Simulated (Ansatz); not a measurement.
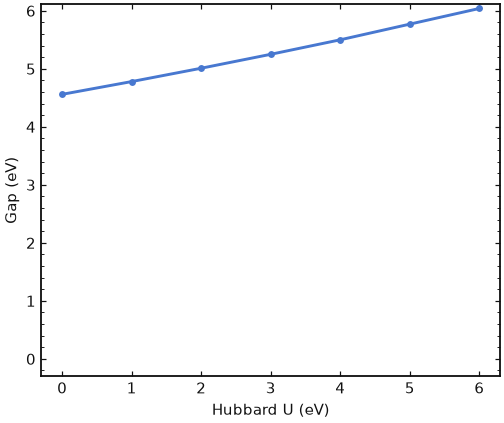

Band gap on the k mesh against U.

System: ZrO$_{2}$, space group P4_2/nmc (No. 137), 6 atoms in the cell; a = 3.596 Å, c = 5.177 Å (tetragonal axes). A Hubbard U on Zr d is varied. Ansatz 0.2.0; r2SCAN, Ansatz PAW, no spin polarisation, no spin-orbit coupling, 7×7×5 k mesh, 500 eV cutoff, Fermi-Dirac smearing of 0.05 eV.

Q: What does U do to the gap?

A: The gap goes from 4.56 eV at U = 0 eV to 6.04 eV at U = 6 eV. It grows by about 0.25 eV for each eV of U.

```
U (eV)  gap (eV)
     0      4.56
     1      4.78
     2      5.01
     3      5.25
     4      5.50
     5      5.77
     6      6.04
```

The PAW data sets were made with another functional. The usual form of ZrO2 is monoclinic. LDA, GGA and most meta-GGA functionals understate gaps. The size of a U depends on the program's projectors, so values don't carry over to other programs.
